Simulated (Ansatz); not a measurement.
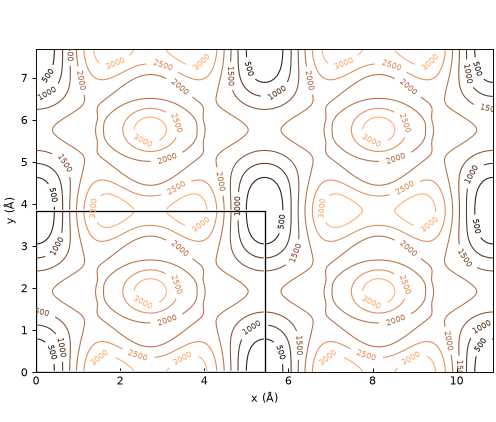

Energy landscape of Si (Fd-3m, No. 227; 12 atoms in the cell). Gamma surface: rigid slide across a plane, one fault a cell; the plane is (0 1 1) of the conventional cell. Places are given modulo a cell vector. The map is drawn in real space over the plane of the slide. Nothing is relaxed (rigid halves, spacing across the cut fixed). Grid: 8 × 8 points; 25 points were computed and 39 follow by symmetry. Energies: mJ/m², counted from the lowest grid point. The band gap closes in part of the range. Theory: DFT PBEsol, scalar-relativistic, plane waves, PAW in Ansatz 0.2.0. Settings: cutoff 420 eV, k-mesh 6×9×3 in the order of the run's cell vectors, gaussian smearing 0.05 eV, no spin polarisation.

The picture shows contour lines labelled in mJ/m², the outline of one cell of the 2 × 2 shown. Between grid points the surface is interpolated. 

> Summarise what can be read from the map.

The lowest grid point is at (0/8, 0/8) of the cell vectors. A higher local minimum lies near (4/8, 2/8) of the cell vectors (1768 mJ/m² above the lowest at that grid point). These are metastable stacking faults of the rigid slide. The highest grid point, (4/8, 4/8) of the cell vectors, lies 3387 mJ/m² above the lowest. On the interpolated surface the easiest way out of the lowest well to its copy in the next cell or period passes a barrier of about 1900 mJ/m².

The whole map (25 points run) took 18 min on 2 threads of Arm Neoverse N1, on a shared host.

PAW datasets: the set soft_1.
